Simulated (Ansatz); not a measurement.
## One crystal, many levels of theory: WSeS (P-3m1)

What gap does each level of theory give for WSeS (P-3m1), and in what time?

Method: density functionals, hybrids and G0W0, plane waves, PAW, in Ansatz 0.2.0.

**1. Set-up**

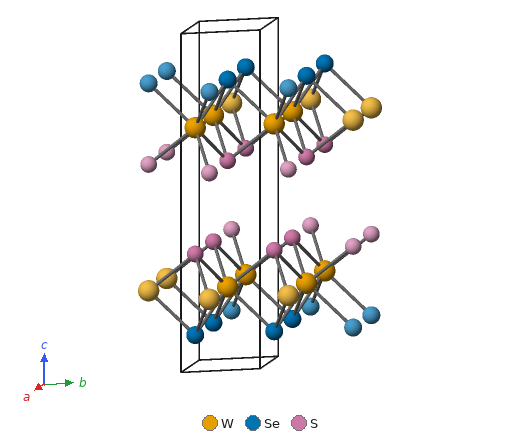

The starting structure, seen slightly off an axis (tungsten orange, selenium blue, sulfur pink). 2×2×1 cells are drawn. Some periodic images of atoms are drawn too.

The cell and positions are those that the Materials Project relaxed with its own functionals (PBE, PBE+U or r2SCAN), kept fixed. At the settings of the band run the largest force is still 0.34 eV/Å. Spin-orbit coupling is left out unless a step names it.

The logs state that the PAW files were generated under PBE.

**2. LDA on the 12×12×2 mesh**

Levels along a band path and on the mesh show where this functional puts the band edges.

This step: DFT, LDA, plane waves, PAW; PAW set soft_1.

Input file input.yaml:

```yaml
crystal:
  lattice:
    - [3.2481130316, 0.0, 0.0]
    - [-1.6240565158, 2.8129483997, 0.0]
    - [0.0, 0.0, 13.4587627587]
  atoms:
    - { symbol: W, position: [0.33333333, 0.66666667, 0.25684664] }
    - { symbol: W, position: [0.66666667, 0.33333333, 0.74315336] }
    - { symbol: Se, position: [0.33333333, 0.66666667, 0.86927589] }
    - { symbol: Se, position: [0.66666667, 0.33333333, 0.13072411] }
    - { symbol: S, position: [0.66666667, 0.33333333, 0.37023793] }
    - { symbol: S, position: [0.33333333, 0.66666667, 0.62976207] }
kpoints:
  mp_grid: { grid: [12, 12, 2] }
  band_path:
    path:
      - [[0.0, 0.0, 0.0], [0.5, 0.0, 0.0], [0.33333333, 0.33333333, 0.0], [0.0, 0.0, 0.0], [0.0, 0.0, 0.5], [0.5, 0.0, 0.5], [0.33333333, 0.33333333, 0.5], [0.0, 0.0, 0.5]]
      - [[0.5, 0.0, 0.5], [0.5, 0.0, 0.0]]
      - [[0.33333333, 0.33333333, 0.5], [0.33333333, 0.33333333, 0.0]]
    npoints: 10
hamiltonian:
  xc: lda
  pseudopotentials: { kind: paw, azcp: { folder: soft_1 }, xc_functional: pbe }
scf:
  occupations: { method: fermi_dirac, width: 0.02 }
  n_extra_bands: 6
output:
  eigenvalues: true
  forces: true
  stress: true
  write_density: true
  write_potential: true
  elf: true
  volumetric_format: npy
```

Run with:

```console
ansatz run input.yaml --threads 4 --pin off --max-ram 138240MiB --backend cuda --events-out ev --progress --plain --runs-dir out --devices 1 --max-vram 26GiB
```

Numbers of over 12 decimals in the logs are rounded to 6 here.

Output:

```text
scf.n_extra_bands = 6 over 36 filled bands (N_el = 72.0): the run solves 42 bands
GPUs: using 1 of 1 available (devices: 1).
Engine: ansatz 0.2.0, x86_64-unknown-linux-gnu
Pseudopotentials: kind: paw
Pseudopotential: W, paw, valence charge 14, recommended cutoff 420 eV (normal), soft_1/W.paw.azcp
Pseudopotential: Se, paw, valence charge 16, recommended cutoff 420 eV (normal), soft_1/Se.paw.azcp
Pseudopotential: S, paw, valence charge 6, recommended cutoff 420 eV (normal), soft_1/S.paw.azcp
Functional definition: SPW92
  exchange = slater_x
  correlation = pw_c
device memory: the entry about to start is reckoned to put 3.4 GiB on a device that reports 56.3 GiB free (of which the cap on the GPU budget leaves the run 26.0 GiB)
GPU FFT provider: cuFFT
GPU libraries: cuBLAS 13.8.2, cuFFT 12.4.0, cuSOLVER 12.3.4
Crystal: 6 atoms, lattice volume = 122.970 Å³
Basis set: ecut = 420 eV, 2457 PW (Γ)
Bands: 42, of which v1, the nominal top of the filled ones, is band 36 counted from 1 (35 counted from 0)
Symmetry: 12 space group operations
Space group: P-3m1 (ITA 164), of the structure as read, at distance tolerance 5.0e-5 Å
k-points: 38 of 288
Non-local potential: W, projectors of the file, l = 0: 3, l = 1: 2, l = 2: 2, l = 3: 1
Non-local potential: Se, projectors of the file, l = 0: 2, l = 1: 2, l = 2: 3, l = 3: 1
Non-local potential: S, projectors of the file, l = 0: 2, l = 1: 2, l = 2: 1
PAW form: soft (Blöchl's): semilocal exchange-correlation on the pseudo side does not see the compensation charge
PAW frozen core: W, regenerated for the run's functional, and the local potential with it (the file was generated under x = pbe(κ = 0.804, μ = 0.219515), c = pbe(β = 0.066725))
PAW frozen core: Se, regenerated for the run's functional, and the local potential with it (the file was generated under x = pbe(κ = 0.804, μ = 0.219515), c = pbe(β = 0.066725))
PAW frozen core: S, regenerated for the run's functional, and the local potential with it (the file was generated under x = pbe(κ = 0.804, μ = 0.219515), c = pbe(β = 0.066725))
PAW one-centre angular grid: W, 590 points (default); XC on 64 Gauss nodes
PAW one-centre angular grid: Se, 590 points (default); XC on 64 Gauss nodes
PAW one-centre angular grid: S, 110 points (default); XC on 64 Gauss nodes
Initial density: superposition of atomic densities (chi_scale 0.1, normalization cell, long waves kept (reshape's long-wave potential 0.13 eV rms))
Initial wavefunctions: pseudopotential atomic-orbital guess
GPU buffer pool allocated for 51840 grid points (all kernels)
GPU transforms: local potential and band sums: pruned to the plane-wave sphere, on 24×24×90
Functional: x = slater, c = lda
SCF iter   1: F=—  HF=-32772.542327 eV  |F-HF|=—  |Δ(HF+E_count)|=         —  Δρ=3.63e-2  dr2=5.95e0  ethr=3.10e-3  ⟨swp⟩=7.6  Hψ=6603  notcnv=0
preconditioner: auto → Resta (q_TF=auto, 2.495 Å⁻¹)  ε∞=7.2  [insulator: Δε(μ)=0.875 eV  Ē_g=8.093 eV  σ=0.020 eV  W_gap=1.00  n_scr=40 (ndim 8)  ℏωp=20.1 eV  f_vac=0.062  D(μ)=0.00/eV (n_scr^D=0)  ε∞_Penn≈7.2]
SCF iter   2: F=—  HF=-32771.665407 eV  |F-HF|=—  |Δ(HF+E_count)|=   8.77e-1  Δρ=2.16e-2  dr2=9.10e-1  ethr=3.10e-3  ⟨swp⟩=3.0  Hψ=2547  notcnv=0
SCF iter   3: F=—  HF=-32771.422911 eV  |F-HF|=—  |Δ(HF+E_count)|=   2.42e-1  Δρ=7.95e-3  dr2=2.62e-1  ethr=1.26e-3  ⟨swp⟩=2.4  Hψ=2392  notcnv=0
SCF iter   4: F=—  HF=-32771.369665 eV  |F-HF|=—  |Δ(HF+E_count)|=   5.32e-2  Δρ=2.39e-3  dr2=1.15e-2  ethr=3.64e-4  ⟨swp⟩=3.0  Hψ=2721  notcnv=0
SCF iter   5: F=—  HF=-32771.366867 eV  |F-HF|=—  |Δ(HF+E_count)|=   2.80e-3  Δρ=1.04e-3  dr2=2.77e-3  ethr=1.60e-5  ⟨swp⟩=2.1  Hψ=3120  notcnv=0
SCF iter   6: F=—  HF=-32771.366616 eV  |F-HF|=—  |Δ(HF+E_count)|=   2.50e-4  Δρ=3.68e-4  dr2=2.12e-4  ethr=3.85e-6  ⟨swp⟩=2.0  Hψ=2855  notcnv=0
SCF iter   7: F=—  HF=-32771.366636 eV  |F-HF|=—  |Δ(HF+E_count)|=   1.97e-5  Δρ=1.42e-4  dr2=6.63e-5  ethr=2.94e-7  ⟨swp⟩=2.4  Hψ=2941  notcnv=0
SCF iter   8: F=—  HF=-32771.366804 eV  |F-HF|=—  |Δ(HF+E_count)|=   1.68e-4  Δρ=4.96e-5  dr2=5.04e-6  ethr=9.21e-8  ⟨swp⟩=2.0  Hψ=2801  notcnv=0
SCF iter   9: F=—  HF=-32771.366805 eV  |F-HF|=—  |Δ(HF+E_count)|=   1.65e-6  Δρ=1.56e-5  dr2=5.75e-7  ethr=7.01e-9  ⟨swp⟩=2.1  Hψ=3031  notcnv=0
SCF iter  10: F=-32771.366805 eV  HF=-32771.366805 eV  |F-HF|=4.93e-9  |Δ(HF+E_count)|=   1.09e-7  Δρ=3.54e-6  dr2=1.76e-8  ethr=1.39e-10  ⟨swp⟩=12.2  Hψ=14821  notcnv=0
SCF 1 converged in 10 iterations: F = -32771.366805 eV  dr2 = 1.76e-8
[...]
device memory: the entry about to start is reckoned to put 5.5 GiB on a device that reports 55.7 GiB free (of which the cap on the GPU budget leaves the run 26.0 GiB)
NSCF: frozen V_eff on 93 k-points, pencils in batches of 32, up to order 188
SCF converged after 10 iterations
Free energy (F): -32771.366805 eV
Harris-Foulkes:  -32771.366805 eV  (|F-HF|=4.93e-9)
Internal energy: -32771.366805 eV  (E = F + TS)
E sigma→0 (E₀):  -32771.366805 eV
Fermi energy:    11.059567 eV
--- Per-component energies (eV) ---
  E_band       = -1168.798766
  E_kinetic    = 1279.453067
  E_local      = -10873.123195  (includes V_loc(G=0)·N_el)
  E_nonlocal   = -668.198050
  E_hartree    = 5323.578909
  E_xc         = -878.052048
  E_vxc        = -810.645928  (∫ρ·V_xc dr)
  E_paw        = -21894.133207  (= ΣΔE_a)
  E_vpaw       = -743.440122  (= ΣTr[D̂ρ^β])
  E_aug_tail   = -0.000454  (compensation charges beyond the density's cutoff)
  E_ewald      = -5066.199442
  E_core_change = 5.307614  (= ΣΔE_core)
  E_smearing   = -0.000000  (= −TS)
  E_closure    = 0.000000  (closes the sum)
  Σ components = -32771.366805   (vs F -32771.366805, Δ=0.00e0)
--- Forces (eV/Å), atoms counted from 1 ---
  atom   1  W     -0.00000000     0.00000000     0.02256050
  atom   2  W     -0.00000000    -0.00000000    -0.02256050
  atom   3  Se    -0.00000000     0.00000000    -0.31209630
  atom   4  Se     0.00000000    -0.00000000     0.31209630
  atom   5  S     -0.00000000    -0.00000000    -0.33704659
  atom   6  S      0.00000000     0.00000000     0.33704659
  max |Σ_I F_I| component: 5.55e-17 eV/Å
--- Stress (GPa, compression-positive) ---
       -5.877721       0.000000      -0.000000
       -0.000000      -5.877721       0.000000
       -0.000000       0.000000      -4.253876
  P = ⅓ Tr σ = -5.3364 GPa (-53.364 kbar)
--- Band table (eV; the first three rows and the last of 38) ---
  k-point 0: bands = [... 32 lower, 8.7954, 8.8372, 9.6851, 10.5556, 13.0184, 13.0184, 13.0320, 13.0320, ... 2 higher]
  k-point 1: bands = [... 32 lower, 8.7884, 8.7884, 10.0759, 10.4426, 13.0165, 13.0165, 13.0316, 13.0316, ... 2 higher]
  k-point 2: bands = [... 32 lower, 8.7209, 9.1799, 9.6985, 10.4055, 12.8094, 12.8644, 12.9107, 13.0484, ... 2 higher]
  k-point 37: bands = [... 32 lower, 7.8327, 7.8327, 10.0434, 10.1050, 11.7501, 11.7501, 13.0983, 13.2140, ... 2 higher]
```

Run time: 7.2 s. Hardware: 1 × NVIDIA H100 80GB HBM3 (shared by 3 runs) with 4 threads of AMD EPYC 7R13 (Zen 3), shared host; peak memory 0.99 GiB; 6.7 s of CPU time.

Reading the cycles: dr2 is the Hartree energy of the density residual (eV), the measure of convergence; HF is the Harris–Foulkes estimate of the energy, which meets the free energy F at convergence.

This step gave:

```yaml
pressure: -5.336 GPa
filled_bands: 36
gap: 1.044 eV
valence_top_at: Γ
conduction_bottom_at: k = (0.167, 0.167, 0.000)
least_direct_gap: 1.609 eV
```

Over mesh and path the gap is 1.044 eV, from k = Γ to k = (0.167, 0.167, 0.000). The least direct gap found is 1.609 eV, at k = (0.333, 0.333, 0.000). The pressure in this cell is -5 GPa; the cell is kept.

**3. LDA+SOC on the 12×12×2 mesh**

This run has two-component orbitals with spin-orbit coupling.

This step: DFT, LDA with spin-orbit coupling, plane waves, PAW; PAW set soft_1.

Input file input.yaml:

```yaml
crystal:
  lattice:
    - [3.2481130316, 0.0, 0.0]
    - [-1.6240565158, 2.8129483997, 0.0]
    - [0.0, 0.0, 13.4587627587]
  atoms:
    - { symbol: W, position: [0.33333333, 0.66666667, 0.25684664] }
    - { symbol: W, position: [0.66666667, 0.33333333, 0.74315336] }
    - { symbol: Se, position: [0.33333333, 0.66666667, 0.86927589] }
    - { symbol: Se, position: [0.66666667, 0.33333333, 0.13072411] }
    - { symbol: S, position: [0.66666667, 0.33333333, 0.37023793] }
    - { symbol: S, position: [0.33333333, 0.66666667, 0.62976207] }
kpoints:
  mp_grid: { grid: [12, 12, 2] }
  band_path:
    path:
      - [0.0, 0.0, 0.0]
      - [0.5, 0.0, 0.0]
      - [0.33333333, 0.33333333, 0.0]
      - [0.0, 0.0, 0.5]
      - [0.5, 0.0, 0.5]
      - [0.33333333, 0.33333333, 0.5]
      - [0.1666666667, 0.1666666667, 0.0]
    npoints: 1
hamiltonian:
  xc: lda
  pseudopotentials: { kind: paw_fr, azcp: { folder: soft_1 }, xc_functional: pbe }
scf:
  occupations: { method: fermi_dirac, width: 0.02 }
  n_extra_bands: 12
magnetization:
  noncollinear: true
  spin_orbit: true
output:
  eigenvalues: true
  forces: true
  stress: true
```

Output:

```text
[...]
GPUs: using 1 of 1 available (devices: 1).
[...]
non-collinear run that drives no moment, with spin-orbit: no starting moment large enough to seed its density (crystal.atoms[].spin), no starting occupations that ask for one, no magnetisation constraint and no magnetic field, so the semilocal B_xc is pinned to zero
[...]
GPU FFT provider: cuFFT
GPU libraries: cuBLAS 13.8.2, cuFFT 12.4.0, cuSOLVER 12.3.4
Crystal: 6 atoms, lattice volume = 122.970 Å³
Basis set: ecut = 420 eV, 2457 PW (Γ)
Bands: 84, of which v1, the nominal top of the filled ones, is band 72 counted from 1 (71 counted from 0)
Symmetry: 12 space group operations + 12 with time reversal
[...]
k-points: 38 of 288
Projection manifold: j_resolved (fully-relativistic pseudo-atomic orbitals)
[...]
atom   2  W      0.00000000    -0.00000000    -0.03025485
  atom   3  Se    -0.00000000     0.00000000    -0.30056001
  atom   4  Se     0.00000000    -0.00000000     0.30056001
  atom   5  S     -0.00000000    -0.00000000    -0.33368276
  atom   6  S      0.00000000     0.00000000     0.33368276
  max |Σ_I F_I| component: 1.11e-16 eV/Å
--- Stress (GPa, compression-positive) ---
       -5.867576      -0.000000      -0.000000
       -0.000000      -5.867576       0.000000
       -0.000000       0.000000      -4.197379
  P = ⅓ Tr σ = -5.3108 GPa (-53.108 kbar)
--- Band table (eV; the first three rows and the last of 38) ---
  k-point 0: bands = [... 68 lower, 9.7394, 9.7394, 10.5911, 10.5911, 12.9155, 12.9155, 12.9349, 12.9349, ... 8 higher]
  k-point 1: bands = [... 68 lower, 10.1320, 10.1320, 10.4680, 10.4680, 12.9235, 12.9235, 12.9256, 12.9256, ... 8 higher]
  k-point 2: bands = [... 68 lower, 9.7415, 9.7415, 10.4358, 10.4358, 12.7385, 12.7385, 12.8180, 12.8180, ... 8 higher]
  k-point 37: bands = [... 68 lower, 9.8617, 9.8617, 10.3127, 10.3127, 11.7181, 11.7181, 11.7474, 11.7474, ... 8 higher]
[key lines of the parts left out:]
SCF converged after 10 iterations
Magnetization: |M| = 0.0000 μB,  M = (+0.0000, +0.0000, +0.0000) μB
Free energy (F): -32818.962976 eV
Fermi energy:    11.069656 eV
```

The job ended after 15 s (1 × NVIDIA H100 80GB HBM3 (shared by 3 runs) with 4 threads; peak memory 1 GiB; 34 s of CPU time).

This step gave:

- pressure: -5.311 GPa
- gap: 0.9929 eV
- valence top at: Γ
- conduction bottom at: k = (0.167, 0.167, 0.000)
- least direct gap: 1.392 eV

Over mesh and listed points the gap is 0.993 eV, from k = Γ to k = (0.167, 0.167, 0.000). The least direct gap found is 1.392 eV, at k = (0.333, 0.333, 0.000). The pressure in this cell is -5 GPa; the cell is kept. LDA+SOC against LDA: 0.993 − 1.044 = −0.051 eV, with the same mesh, set of files (read in its fully relativistic form for the spin-orbit run) and cutoff, and both edges at the same k points. The spin-orbit run sees mesh and listed points alone, so its gap is an upper bound: the coupling can move an edge off these points, and the change over the zone, its sign included where it is small, is not known.

**4. HSE06 on the 6×6×2 mesh**

HSE06 mixes in a quarter of exact exchange at short range.

This step: DFT, HSE06, plane waves, PAW; PAW set soft_1.

input.yaml, as its differences from that of step 3:

```diff
@@ -13,3 +13,3 @@
 kpoints:
-  mp_grid: { grid: [12, 12, 2] }
+  mp_grid: { grid: [6, 6, 2] }
   band_path:
@@ -25,13 +25,8 @@
 hamiltonian:
-  xc: lda
-  pseudopotentials: { kind: paw_fr, azcp: { folder: soft_1 }, xc_functional: pbe }
+  xc: hse06
+  pseudopotentials: { kind: paw, azcp: { folder: soft_1 } }
 scf:
-  occupations: { method: fermi_dirac, width: 0.02 }
-  n_extra_bands: 12
-magnetization:
-  noncollinear: true
-  spin_orbit: true
+  occupations: { method: fixed }
+  n_extra_bands: 6
 output:
   eigenvalues: true
-  forces: true
-  stress: true
```

Output:

```text
[...]
GPUs: using 1 of 1 available (devices: 1).
[...]
davidson cushion auto → on  (no smearing: the cushion is to keep the highest requested band from converging to the state above it; pin scf.eigensolver.cushion to override)
[...]
GPU FFT provider: cuFFT
GPU libraries: cuBLAS 13.8.2, cuFFT 12.4.0, cuSOLVER 12.3.4
Crystal: 6 atoms, lattice volume = 122.970 Å³
Basis set: ecut = 420 eV, 2457 PW (Γ)
[...]
Fermi energy:    10.508259 eV
[...]
--- Band table (eV; the first three rows and the last of 14) ---
  k-point 0: bands = [... 32 lower, 8.5612, 8.5612, 9.6207, 10.5083, 13.6725, 13.6725, 13.6886, 13.6886, ... 2 higher]
  k-point 1: bands = [... 32 lower, 8.5533, 8.5533, 10.0272, 10.3568, 13.6690, 13.6690, 13.6898, 13.6898, ... 2 higher]
  k-point 2: bands = [... 32 lower, 8.1645, 8.7923, 9.4829, 9.8225, 12.7230, 13.2698, 13.3860, 13.4408, ... 2 higher]
  k-point 13: bands = [... 32 lower, 7.3475, 7.3475, 10.0216, 10.0811, 12.2122, 12.2122, 13.8090, 13.9772, ... 2 higher]
[key lines of the parts left out:]
Free energy (F): -33524.092368 eV
```

Run time: 20 s. Hardware: 1 × NVIDIA H100 80GB HBM3 (shared by 3 runs) with 4 threads; peak memory 1.4 GiB.

Numbers from this step:

```yaml
gap: 1.647 eV
valence_top_at: Γ
conduction_bottom_at: k = (0.167, 0.167, 0.000)
least_direct_gap: 2.094 eV
exact_exchange_fraction: 0.25
```

Over mesh and listed points the gap is 1.647 eV, from k = Γ to k = (0.167, 0.167, 0.000). The least direct gap found is 2.094 eV, at k = (0.333, 0.333, 0.000). HSE06 against LDA: 1.647 − 1.044 = +0.603 eV. The runs also differ in mesh (12×12×2 and 6×6×2), so how much of this comes from the functional alone is not known.

**5. HSE06+SOC on the 6×6×2 mesh**

This step: DFT, HSE06 with spin-orbit coupling, plane waves, PAW; PAW set soft_1.

input.yaml, as its differences from that of step 4:

```diff
@@ -26,6 +26,9 @@
   xc: hse06
-  pseudopotentials: { kind: paw, azcp: { folder: soft_1 } }
+  pseudopotentials: { kind: paw_fr, azcp: { folder: soft_1 } }
 scf:
   occupations: { method: fixed }
-  n_extra_bands: 6
+  n_extra_bands: 12
+magnetization:
+  noncollinear: true
+  spin_orbit: true
 output:
```

Output:

```text
[...]
GPUs: using 1 of 1 available (devices: 1).
[...]
GPU FFT provider: cuFFT
GPU libraries: cuBLAS 13.8.2, cuFFT 12.4.0, cuSOLVER 12.3.4
Crystal: 6 atoms, lattice volume = 122.970 Å³
Basis set: ecut = 420 eV, 2457 PW (Γ)
Bands: 84, of which v1, the nominal top of the filled ones, is band 72 counted from 1 (71 counted from 0)
Symmetry: 12 space group operations + 12 with time reversal
[...]
--- Band table (eV; the first three rows and the last of 14) ---
  k-point 0: bands = [... 68 lower, 9.6842, 9.6842, 10.5524, 10.5524, 13.5613, 13.5613, 13.5817, 13.5817, ... 8 higher]
  k-point 1: bands = [... 68 lower, 10.0921, 10.0921, 10.3905, 10.3905, 13.5694, 13.5694, 13.5717, 13.5717, ... 8 higher]
  k-point 2: bands = [... 68 lower, 9.5165, 9.5165, 9.8537, 9.8537, 12.7063, 12.7063, 13.2070, 13.2070, ... 8 higher]
  k-point 13: bands = [... 68 lower, 9.7999, 9.7999, 10.3396, 10.3396, 12.1931, 12.1931, 12.1947, 12.1947, ... 8 higher]
[key lines of the parts left out:]
Magnetization: |M| = 0.0000 μB,  M = (+0.0000, +0.0000, +0.0000) μB
Free energy (F): -33534.572840 eV
Fermi energy:    10.552442 eV
```

Wall time 89 s (1 × NVIDIA H100 80GB HBM3 (shared by 3 runs) with 4 threads); peak memory 2.7 GiB.

This step gave:

```
gap                     : 1.581 eV
valence top at          : Γ
conduction bottom at    : k = (0.167, 0.167, 0.000)
least direct gap        : 1.844 eV
exact-exchange fraction : 0.25
```

Over mesh and listed points the gap is 1.581 eV, from k = Γ to k = (0.167, 0.167, 0.000). The least direct gap found is 1.844 eV, at k = (0.333, 0.333, 0.000). HSE06+SOC against HSE06: 1.581 − 1.647 = −0.066 eV, with the same mesh, set of files (read in its fully relativistic form for the spin-orbit run) and cutoff, and both edges at the same k points. The spin-orbit run sees mesh and listed points alone, so its gap is an upper bound: the coupling can move an edge off these points, and the change over the zone, its sign included where it is small, is not known.

(Part 1 of 2 ends here.)

[Paths, hosts, dates, memory and timing lines, banners, echoed tables and standing remarks are left out of the program output.]

[Logs are printed without paths, hosts, clocks, repeated set-up lines and the standing remarks that a program may print on its own settings, such as how far it seeks lower states.]

[Runs of the session that timed out or met a known fault of the program may be left out.]

[Cells called generated may have been cut or substituted from an entry of the Crystallography Open Database or the Materials Project.]

[Hosts, paths, dates, database ids (printed as entryN), source tags and the programs' standing remarks are cut or masked in the printed files.]

[Where an RPA ε∞ is given, it is that of the G0W0 mesh and is not shown converged in it. Names of k-points follow the symmetry that the program found, which can be lower than the space group named. Band edges on a path are those of the sampled points; other points can move an edge, and change direct to indirect where valleys lie close.]

[Hybrid gaps are those of their k-mesh and are not shown converged in it.]
